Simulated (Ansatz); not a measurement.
**TiAl (slab): density, localisation and related maps**

Input

```
crystal:
  lattice:
    - [2.810562101, 0.0, 0.0]
    - [0.0, 2.810562101, 0.0]
    - [0.0, 0.0, 25.1625018843]
  atoms:
    - { symbol: Al, position: [0.5, 0.5, 0.2980625708] }
    - { symbol: Ti, position: [0.0, 0.0, 0.3788375425] }
    - { symbol: Al, position: [0.5, 0.5, 0.4596125142] }
    - { symbol: Ti, position: [0.0, 0.0, 0.5403874858] }
    - { symbol: Al, position: [0.5, 0.5, 0.6211624575] }
    - { symbol: Ti, position: [0.0, 0.0, 0.7019374292] }
basis:
  ecutwfc: 500
kpoints:
  mp_grid: { grid: [12, 12, 1] }
hamiltonian:
  xc: r2scan
scf:
  occupations: { method: gaussian, width: 0.1 }
output:
  forces: true
  stress: true
  eigenvalues: true
  write_density: true
  write_potential: true
  elf: true
  volumetric_format: npy
efield:
  axis: 3
  dipole_correction: true
  ramp_width: 0.04
```

Command:

```sh
ansatz run input.yaml --threads 1 --pin off --max-ram 2560MiB --backend cpu --events-out ev --progress --plain --runs-dir out
```

Not relaxed (largest force 0.5 eV/Å); computed without spin polarisation.

Theory: DFT r2SCAN, scalar-relativistic, plane waves, PAW in Ansatz 0.2.0.

In a PAW calculation such maps are meaningful between the atoms, not at the nuclei.

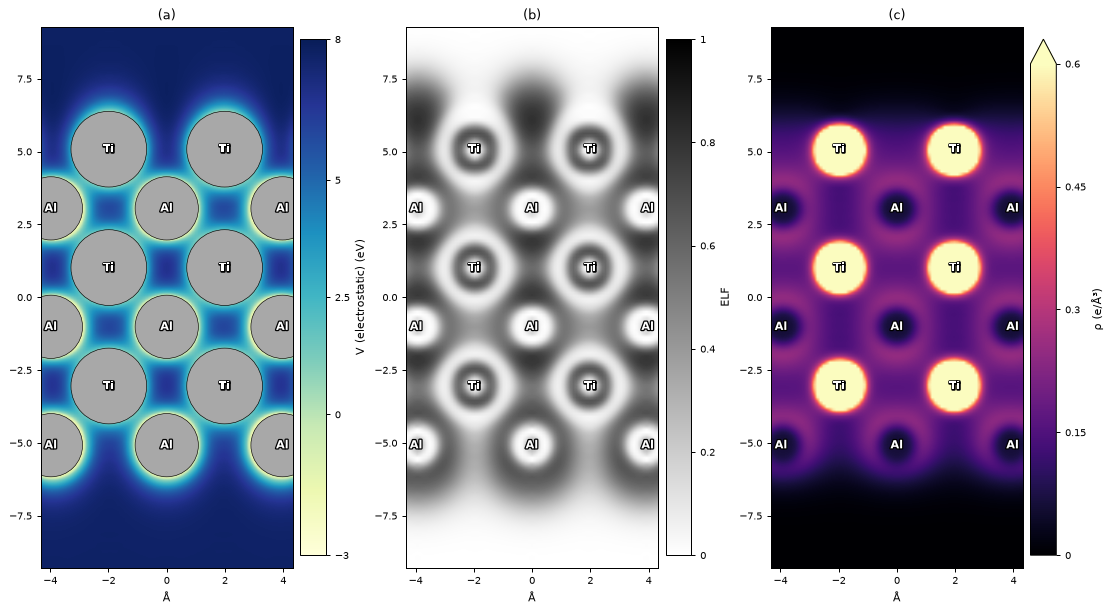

Figure 1. (a) electrostatic potential energy of an electron; (b) ELF; (c) valence pseudo-density on the (110) plane of the calculation cell, a cut from vacuum to vacuum. Grey discs cover the atomic cores in the potential map.

Describe what can be read from this map.

The section cuts through Al and Ti sites. Ti–Al (2.84 Å): ρ at the midpoint is about 0.2 e/Å³; the ELF is about 0.40 at the midpoint. The density dies away to nearly zero in the vacuum. The features right at Ti lie inside the PAW spheres, where the map follows smoothed inner orbitals and isn't to be read closely. Outside the cores the potential energy rises away from the atoms and is highest in the vacuum; its zero is arbitrary.

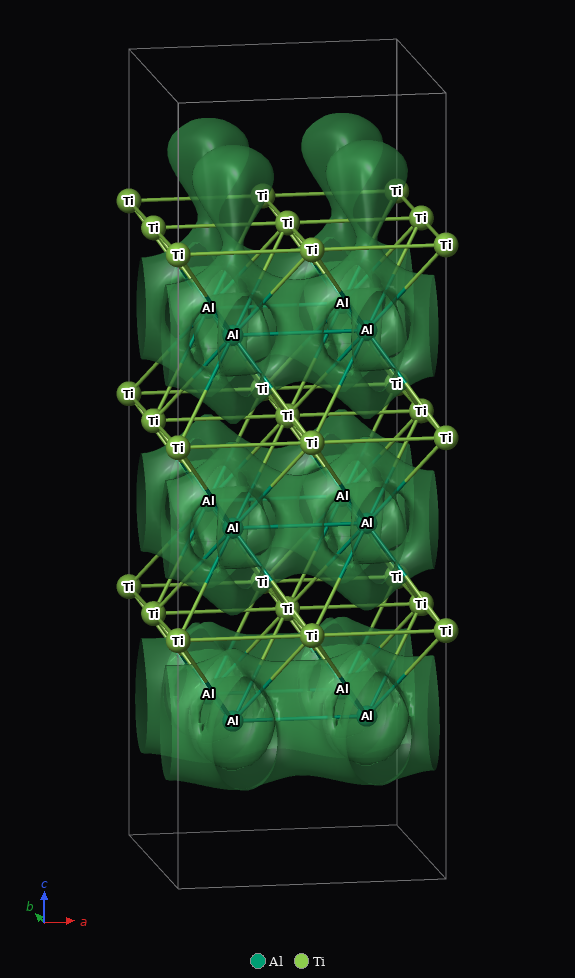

Figure 2. Isosurface of the electron localisation function at 0.6 (green), seen slightly off an axis. Only the valence region is drawn (cores and ρ < 0.01 e/Å³ removed). Sticks mark near contacts.

Where are the electrons localised?

At this value the surface marks out sheets that run through the cell in two directions, counted in one cell of 6 atoms. Counts are for one cell; the picture repeats the cell along the surface. Along the contacts the grid gives the following. Al–Al (2.81 Å): the ELF peaks at about 0.80 between the atoms. Ti–Ti (2.81 Å): the ELF is about 0.30 at the midpoint.

Does the calculation give a band gap?

It is metallic or semimetallic at this level of theory: no gap opens.
